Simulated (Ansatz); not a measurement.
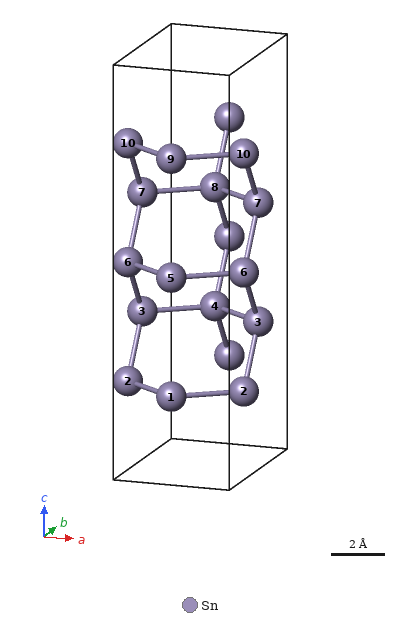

The input geometry (ball-and-stick view of the cell of the calculation, with the vacuum cut short, seen slightly off an axis; atoms are numbered from 1 in the order of the input). An atom can appear more than once, as a periodic image. Near neighbours in the periodic cell (some may lie outside the picture): Sn has 3 Sn at 2.88 Å; Sn has 4 Sn at 2.88 Å.

Geometry relaxation of Sn (part 1 of 2)

System: Sn (slab, 10 atoms in the cell).
Method: DFT PBE, scalar-relativistic, plane waves, PAW, no spin polarisation (Ansatz 0.2.0).

The structure derives from an entry of the Crystallography Open Database. It belongs to a series of runs on one base structure; here: (1 1 0) slab, atoms relaxed. Figures and captions count atoms from 1; the log counts them from 0 in places.

**The program's output**
```
Engine: ansatz 0.2.0, x86_64-unknown-linux-gnu
Pseudopotentials: kind: paw
Pseudopotential: Sn, paw, valence charge 14, recommended cutoff 420 eV (normal), Sn.paw.azcp
Functional definition: PBE
  parameter kappa = 0.804
  parameter beta = 0.06672455060314922
  exchange = pbe_x(kappa = kappa, mu = beta*pi^2/3)
  correlation = pbe_c(beta = beta)
Crystal: 10 atoms, lattice volume = 764.855 Å³
Basis set: ecut = 420 eV, 14925 PW (Γ), exchange–correlation on 64×90×360 points (8 copies of the dense FFT grid, shifted against one another)
Bands: 84, of which v1, the nominal top of the filled ones, is band 70 counted from 1 (69 counted from 0)
Symmetry: 4 space group operations
k-points: 15 of 40
Non-local potential: Sn, projectors of the file, l = 0: 2, l = 1: 2, l = 2: 2, l = 3: 2
PAW form: soft (Blöchl's): semilocal exchange-correlation on the pseudo side does not see the compensation charge
PAW one-centre angular grid: Sn, 590 points (default); XC on 64 Gauss nodes
Initial density: superposition of atomic densities (neutral atoms: chi_scale 0, normalization atom), corrected by the library's trained network
Initial wavefunctions: pseudopotential atomic-orbital guess
Functional: x = pbe(κ = 0.804, μ = 0.2195149727645171), c = pbe(β = 0.06672455060314922)
SCF iter   1: F=—  HF=-60239.221194 eV  |F-HF|=—  |Δ(HF+E_count)|=         —  Δρ=1.38e-3  dr2=3.49e-2  ethr=1.77e-3  p=0.000 e·Å  D=3.42e-14 V/Å  ΔV_dip=-0.00 eV  dr2_dipole=6.18e-7  V_vac-E_F(+/−)=4.37/4.37 eV  ⟨swp⟩=7.3  Hψ=5567  notcnv=0  defer=7
efield: sawtooth ramp at fractional position 0.9800 (placed from the atoms, in the widest stretch of the axis that holds none; the zero of the levels goes with the place), width 0.0400; the density the first Hamiltonian is built on has a dipole p = 0.000 e·Å; the dipole correction subtracts the counter field D = 3.42e-14 V/Å, which shifts the + side's vacuum level by -0.00 eV against the − side's; the planar-averaged density in the ramp window peaks in size at 1.5e-5 e/Å³
preconditioner: auto → LDOS  [metal: Δε(μ)=0.049 eV  Ē_g=18.804 eV  σ=0.100 eV  W_gap=0.27  n_scr=120 (ndim 8)  ℏωp=15.9 eV  f_vac=0.493  D(μ)=9.21/eV (n_scr^D=38)  β→1.0]
SCF iter   2: F=—  HF=-60239.223463 eV  |F-HF|=—  |Δ(HF+E_count)|=   2.27e-3  Δρ=5.76e-4  dr2=4.08e-3  ethr=2.49e-5  p=-0.000 e·Å  D=-7.03e-6 V/Å  ΔV_dip=0.00 eV  dr2_dipole=8.44e-7  V_vac-E_F(+/−)=4.31/4.31 eV  ⟨swp⟩=2.6  Hψ=2637  notcnv=0  defer=27
SCF iter   3: F=—  HF=-60239.224062 eV  |F-HF|=—  |Δ(HF+E_count)|=   5.99e-4  Δρ=4.19e-4  dr2=2.28e-3  ethr=2.91e-6  p=-0.000 e·Å  D=-1.76e-6 V/Å  ΔV_dip=0.00 eV  dr2_dipole=2.81e-9  V_vac-E_F(+/−)=4.30/4.30 eV  ⟨swp⟩=2.1  Hψ=2235  notcnv=0  defer=27
SCF iter   4: F=—  HF=-60239.223412 eV  |F-HF|=—  |Δ(HF+E_count)|=   6.50e-4  Δρ=6.49e-5  dr2=7.51e-5  ethr=1.63e-6  p=-0.000 e·Å  D=-9.72e-7 V/Å  ΔV_dip=0.00 eV  dr2_dipole=9.37e-10  V_vac-E_F(+/−)=4.30/4.30 eV  ⟨swp⟩=2.0  Hψ=2084  notcnv=0  defer=27
SCF iter   5: F=—  HF=-60239.223450 eV  |F-HF|=—  |Δ(HF+E_count)|=   3.80e-5  Δρ=2.34e-5  dr2=1.60e-5  ethr=5.37e-8  p=-0.000 e·Å  D=-5.73e-7 V/Å  ΔV_dip=0.00 eV  dr2_dipole=1.35e-9  V_vac-E_F(+/−)=4.29/4.29 eV  ⟨swp⟩=3.0  Hψ=2271  notcnv=0  defer=27
SCF iter   6: F=-60239.223449 eV  HF=-60239.223452 eV  |F-HF|=3.51e-6  |Δ(HF+E_count)|=   2.50e-6  Δρ=1.58e-5  dr2=4.42e-6  ethr=7.14e-9  p=-0.000 e·Å  D=-1.79e-7 V/Å  ΔV_dip=0.00 eV  dr2_dipole=7.18e-12  V_vac-E_F(+/−)=4.29/4.29 eV  ⟨swp⟩=21.4  Hψ=13416  notcnv=0
SCF 1 converged in 6 iterations: F = -60239.223449 eV  dr2 = 4.42e-6
  greatest PAW one-centre occupation: 0.991 electrons in one spin orbital (limit 2), on the Sn atom at site 0 (counted from 0), in its partial waves of l = 2
relax step   1: F+E_penalty+E_count = -60239.22344887 eV  Δ(F+E_penalty+E_count) = +0.000e0 eV  max|allowed force component| = 1.328e-1 eV/Å  Δτ_max = 0.0000 Å  (6 SCF iters, dr2 threshold 1.00e-5 eV, accepted)
Initial density: handed on by an earlier stage of this run
Initial wavefunctions: those handed on with the density
iter 1 solved again at ethr=4.59e-6 eV; its pass at ethr=3.10e-3 eV (dr2=6.43e-3 eV) is discarded
SCF iter   1: F=—  HF=-60239.222363 eV  |F-HF|=—  |Δ(HF+E_count)|=         —  Δρ=1.10e-3  dr2=6.44e-3  ethr=4.59e-6  p=-0.000 e·Å  D=-1.79e-7 V/Å  ΔV_dip=0.00 eV  dr2_dipole=1.01e-11  V_vac-E_F(+/−)=4.29/4.29 eV  ⟨swp⟩=2.2  Hψ=3985  notcnv=0  defer=89
efield: sawtooth ramp at fractional position 0.9800 (handed on by an earlier solve), width 0.0400; the density the first Hamiltonian is built on has a dipole p = -0.000 e·Å; the dipole correction subtracts the counter field D = -1.79e-7 V/Å, which shifts the + side's vacuum level by +0.00 eV against the − side's; the planar-averaged density in the ramp window peaks in size at 3.5e-7 e/Å³
preconditioner: auto → LDOS  [metal: Δε(μ)=0.034 eV  Ē_g=18.811 eV  σ=0.100 eV  W_gap=0.19  n_scr=120 (ndim 8)  ℏωp=15.9 eV  f_vac=0.490  D(μ)=9.45/eV (n_scr^D=38)  β→1.0]
SCF iter   2: F=—  HF=-60239.221847 eV  |F-HF|=—  |Δ(HF+E_count)|=   5.16e-4  Δρ=2.34e-4  dr2=8.99e-4  ethr=4.59e-6  p=-0.000 e·Å  D=-8.33e-8 V/Å  ΔV_dip=0.00 eV  dr2_dipole=1.28e-11  V_vac-E_F(+/−)=4.28/4.28 eV  ⟨swp⟩=3.0  Hψ=2349  notcnv=0  defer=89
SCF iter   3: F=—  HF=-60239.221998 eV  |F-HF|=—  |Δ(HF+E_count)|=   1.51e-4  Δρ=1.70e-4  dr2=4.48e-4  ethr=6.42e-7  p=0.000 e·Å  D=4.12e-8 V/Å  ΔV_dip=-0.00 eV  dr2_dipole=1.79e-12  V_vac-E_F(+/−)=4.28/4.28 eV  ⟨swp⟩=2.0  Hψ=2227  notcnv=0  defer=89
SCF iter   4: F=—  HF=-60239.221889 eV  |F-HF|=—  |Δ(HF+E_count)|=   1.09e-4  Δρ=3.82e-5  dr2=3.60e-5  ethr=3.20e-7  p=-0.000 e·Å  D=-1.26e-9 V/Å  ΔV_dip=0.00 eV  dr2_dipole=4.02e-15  V_vac-E_F(+/−)=4.28/4.28 eV  ⟨swp⟩=2.0  Hψ=2220  notcnv=0  defer=89
SCF iter   5: F=—  HF=-60239.221889 eV  |F-HF|=—  |Δ(HF+E_count)|=   4.54e-7  Δρ=1.06e-5  dr2=5.42e-6  ethr=2.57e-8  p=0.000 e·Å  D=5.65e-9 V/Å  ΔV_dip=-0.00 eV  dr2_dipole=1.33e-13  V_vac-E_F(+/−)=4.28/4.28 eV  ⟨swp⟩=3.0  Hψ=2396  notcnv=0  defer=89
SCF iter   6: F=-60239.221888 eV  HF=-60239.221888 eV  |F-HF|=1.06e-7  |Δ(HF+E_count)|=   3.12e-7  Δρ=4.95e-6  dr2=3.35e-7  ethr=7.87e-10  p=0.000 e·Å  D=3.22e-9 V/Å  ΔV_dip=-0.00 eV  dr2_dipole=2.11e-12  V_vac-E_F(+/−)=4.28/4.28 eV  ⟨swp⟩=20.1  Hψ=11544  notcnv=0
SCF 2 converged in 6 iterations: F = -60239.221888 eV  dr2 = 3.35e-7
relax step   2: F+E_penalty+E_count = -60239.22188824 eV  Δ(F+E_penalty+E_count) = +1.561e-3 eV  max|allowed force component| = 2.076e-1 eV/Å  Δτ_max = 0.0402 Å  (6 SCF iters, dr2 threshold 1.10e-6 eV, rejected (line search))
SCF iter   1: F=—  HF=-60239.231366 eV  |F-HF|=—  |Δ(HF+E_count)|=         —  Δρ=6.11e-4  dr2=1.95e-3  ethr=1.43e-5  p=0.000 e·Å  D=3.22e-9 V/Å  ΔV_dip=-0.00 eV  dr2_dipole=2.28e-14  V_vac-E_F(+/−)=4.28/4.28 eV  ⟨swp⟩=3.4  Hψ=3196  notcnv=0  defer=89
efield: sawtooth ramp at fractional position 0.9800 (handed on by an earlier solve), width 0.0400; the density the first Hamiltonian is built on has a dipole p = 0.000 e·Å; the dipole correction subtracts the counter field D = 3.22e-9 V/Å, which shifts the + side's vacuum level by -0.00 eV against the − side's; the planar-averaged density in the ramp window peaks in size at 3.9e-7 e/Å³
preconditioner: auto → LDOS  [metal: Δε(μ)=0.040 eV  Ē_g=18.819 eV  σ=0.100 eV  W_gap=0.22  n_scr=120 (ndim 8)  ℏωp=15.9 eV  f_vac=0.491  D(μ)=9.46/eV (n_scr^D=38)  β→1.0]
SCF iter   2: F=—  HF=-60239.231217 eV  |F-HF|=—  |Δ(HF+E_count)|=   1.49e-4  Δρ=1.39e-4  dr2=2.84e-4  ethr=1.39e-6  p=0.000 e·Å  D=3.78e-8 V/Å  ΔV_dip=-0.00 eV  dr2_dipole=1.28e-12  V_vac-E_F(+/−)=4.29/4.29 eV  ⟨swp⟩=3.0  Hψ=2698  notcnv=0  defer=89
SCF iter   3: F=—  HF=-60239.231227 eV  |F-HF|=—  |Δ(HF+E_count)|=   9.80e-6  Δρ=9.82e-5  dr2=1.58e-4  ethr=2.03e-7  p=0.000 e·Å  D=1.03e-8 V/Å  ΔV_dip=-0.00 eV  dr2_dipole=1.44e-12  V_vac-E_F(+/−)=4.29/4.29 eV  ⟨swp⟩=2.0  Hψ=2227  notcnv=0  defer=89
SCF iter   4: F=—  HF=-60239.231189 eV  |F-HF|=—  |Δ(HF+E_count)|=   3.80e-5  Δρ=1.98e-5  dr2=1.02e-5  ethr=1.13e-7  p=0.000 e·Å  D=5.91e-9 V/Å  ΔV_dip=-0.00 eV  dr2_dipole=9.72e-14  V_vac-E_F(+/−)=4.29/4.29 eV  ⟨swp⟩=2.0  Hψ=2222  notcnv=0  defer=89
SCF iter   5: F=—  HF=-60239.231317 eV  |F-HF|=—  |Δ(HF+E_count)|=   1.28e-4  Δρ=5.41e-6  dr2=1.30e-6  ethr=7.31e-9  p=-0.000 e·Å  D=-9.05e-9 V/Å  ΔV_dip=0.00 eV  dr2_dipole=1.71e-12  V_vac-E_F(+/−)=4.29/4.29 eV  ⟨swp⟩=3.0  Hψ=2357  notcnv=0  defer=89
SCF iter   6: F=—  HF=-60239.231317 eV  |F-HF|=—  |Δ(HF+E_count)|=   5.71e-8  Δρ=2.67e-6  dr2=1.15e-7  ethr=9.29e-10  p=-0.000 e·Å  D=-9.42e-9 V/Å  ΔV_dip=0.00 eV  dr2_dipole=5.77e-15  V_vac-E_F(+/−)=4.29/4.29 eV  ⟨swp⟩=2.7  Hψ=2266  notcnv=0  defer=89
SCF iter   7: F=-60239.231317 eV  HF=-60239.231317 eV  |F-HF|=4.35e-9  |Δ(HF+E_count)|=   1.07e-8  Δρ=7.63e-7  dr2=7.71e-9  ethr=7.14e-11  p=-0.000 e·Å  D=-1.07e-8 V/Å  ΔV_dip=0.00 eV  dr2_dipole=4.25e-13  V_vac-E_F(+/−)=4.29/4.29 eV  ⟨swp⟩=18.3  Hψ=9819  notcnv=0
SCF 3 converged in 7 iterations: F = -60239.231317 eV  dr2 = 7.71e-9
  greatest PAW one-centre occupation: 0.991 electrons in one spin orbital (limit 2), on the Sn atom at site 1 (counted from 0), in its partial waves of l = 2
relax step   3: F+E_penalty+E_count = -60239.23131678 eV  Δ(F+E_penalty+E_count) = -7.868e-3 eV  max|allowed force component| = 1.071e-2 eV/Å  Δτ_max = 0.0193 Å  (7 SCF iters, accepted)
```

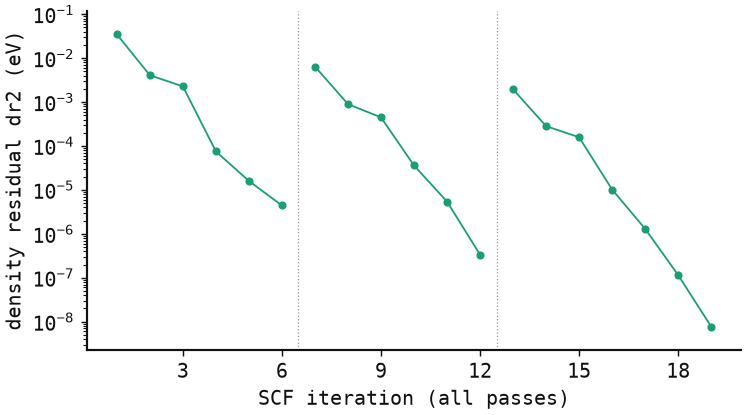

Convergence of the self-consistent field: density residual dr2 against the SCF iteration. The dotted lines part the SCF passes of the relaxation: geometry steps, rejected trials and re-solves on a re-selected basis. The passes take 6, 6 and 7 iterations.

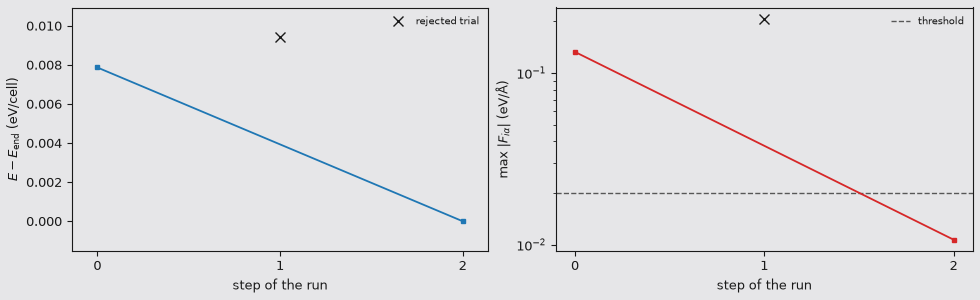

Progress of the relaxation, step by step (the first geometry is step 0 here and step 1 in the log).

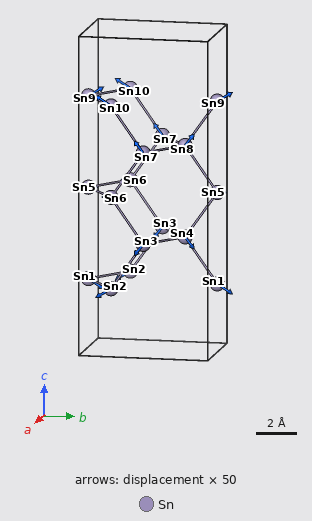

The starting structure with the displacements as blue arrows, magnified 50 times (ball-and-stick view of the cell of the calculation, with the vacuum cut short, seen slightly off an axis). The largest moves, 0.019 Å, are those of Sn1, Sn2, Sn9 and Sn10. The lattice vectors keep their values. Among the contacts that change: Sn1–Sn2 2.882 → 2.863 Å, Sn5–Sn6 2.882 → 2.870 Å, Sn3–Sn4 2.882 → 2.894 Å. Over 2 geometry steps the energy falls by 7.9 meV per cell of the calculation. Largest force component: 0.13 eV/Å at the start, 0.011 eV/Å at the end. The line search rejected the trial step at point 1 (counted from 0) and went back. (Atoms are counted from 1 in the order of the input.)

```
WARN: The output density's exchange-correlation potential varies sharply where the density is thin. Do not read a vacuum level from v_tot or v_xc, or from such a field of the output density. On a cell that repeats whose density bears no net charge and no dipole along the vacuum's axis use v_es (v_loc + v_h of the components); under efield.dipole_correction with no amplitude use v_es + v_field, which holds any external_charges[].barrier, or the levels of the report's work_function block, which leave it out; under a non-zero efield.amplitude the vacuum is tilted and has no level; on a cell that repeats and bears such a dipole with no correction it is tilted too, and efield.dipole_correction with no amplitude gives each side of its ramp a level where efield: is served; in a cell that repeats whose density bears a net charge (total_charge, or a fill off its count) it is curved and has none; of a slab under crystal.periodic whose density bears no net charge use v_es, which has a level on each side, short of where the two are joined; of another it falls or rises all the way out and has none; of a slab beside external_charges read slab_vacuum_level instead, which it has where they leave it neutral. The grid or the basis barely resolves most such structure, and the values can differ between equally converged runs; as a rule a tighter scf.convergence.dr2_threshold does not remove it. Where the density itself ripples (under the LDA too) a higher basis.ecutwfc lessens it. The files hold the spikes' plane waves up to the density's cutoff. Files: v_tot_of_output_density and the like, and their columns of v_z.tsv (output.write_potential); v_xc_of_output_density and the like, and their columns of v_comp_z.tsv (output.write_potential_components). Measured: with its Gaussian average of σ = 0.25 Å subtracted twice, the exchange-correlation potential is over 0.1 eV at 508 of the grid points where the equally averaged density (valence and model cores) is under 1e-3 e/Å³, and 0.463 eV at the most among them, at an averaged density of 4.0e-8 e/Å³. The input density's (outcome.potential() and, of a run that writes arrays, v_tot and v_xc) is over 0.1 eV, so measured, at 135 points of its own thin density, 0.159 eV at the most. See output.write_potential in the manual, Limitations
SCF converged after 7 iterations
Free energy (F): -60239.231317 eV
Harris-Foulkes:  -60239.231317 eV  (|F-HF|=4.35e-9)
Internal energy: -60239.184138 eV  (E = F + TS)
E sigma→0 (E₀):  -60239.207728 eV
Entropy (-TS):   -0.047179 eV (-4.718 meV/atom)
Fermi energy:    1.038055 eV
Dipole field:    D = -0.000000 V/Å  (p = -0.000002 e·Å, saw-weighted, corrected)
Work function:   Φ+ = 4.2864 eV   Φ− = 4.2863 eV
Levels:          The Fermi level and band energies are counted from a zero that moves with the ramp; work functions are not
--- Per-component energies (eV) ---
  E_band       = -2149.394493
  E_kinetic    = 1860.196213
  E_local      = -75314.928302  (includes V_loc(G=0)·N_el)
  E_nonlocal   = -322.843923
  E_hartree    = 38068.015349
  E_xc         = -3817.002529
  E_vxc        = -948.923419  (∫ρ·V_xc dr)
  E_paw        = -41366.581545  (= ΣΔE_a)
  E_vpaw       = -3558.917757  (= ΣTr[D̂ρ^β])
  E_aug_tail   = -0.000004  (compensation charges beyond the density's cutoff)
  E_efield     = 0.000000  (sawtooth field / dipole correction)
  E_vefield    = 0.000000  (∫n·V_field dr)
  E_ewald      = 20653.960603
  E_smearing   = -0.047179  (= −TS)
  E_closure    = 0.000000  (closes the sum)
  Σ components = -60239.231317   (vs F -60239.231317, Δ=0.00e0)
```
